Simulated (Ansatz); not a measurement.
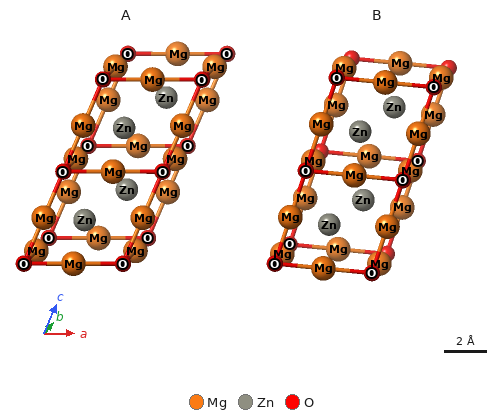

Two geometries of crystalline Mg$_{3}$Zn$_{2}$O (a generated structure, set up in R-3m) (coarse preliminary run), drawn at one scale. One is the start of a relaxation, the other its converged end. Style: ball-and-stick. Shown: the cell of the calculation, repeated 1 × 1 × 2 with one cell outlined, from a free direction.

Theory: DFT PBE, scalar-relativistic, plane waves, PAW (Ansatz 0.2.0). (plane-wave cutoff 420 eV; k-point mesh 6 × 6 × 6; occupations gaussian; smearing width 0.1 eV; no spin polarisation; cell and atoms relaxed; force threshold 0.04 eV/Å; at most 70 steps)

**Which geometry has the lower energy?**

Structure B is the relaxed one. The largest moves relative to the cell, 0.095 Å, are those of Zn atoms. O and Mg stay in place. The volume changes by +7.8 %, with a = b = c 4.785 → 4.666 Å (−2.5 %), α 66.5° → 77.3°, β 66.5° → 77.3°, γ 66.5° → 77.3°. Among the contacts that change: Zn–Zn 2.875 → 2.318 Å, Mg–Mg 2.622 → 2.914 Å, Mg–O 2.392 → 2.333 Å. Bond angles that change, for instance: Mg–O–Mg 113.5° → 102.7°, Mg–O–Mg 66.5° → 77.3°. The space group stays R-3m (No. 166). The energy falls by 1.988 eV per cell of the calculation in 7 accepted moves (9 points after the start). Largest force component: 0.63 eV/Å at the start, 0.00025 eV/Å at the end. Pressure: 5.46 GPa at the start and 0.11 GPa at the end. The SCF was repeated twice at an unchanged geometry on a basis and grid sized afresh for the cell, which shifted the energy by 45.5 meV per cell of the calculation at most.
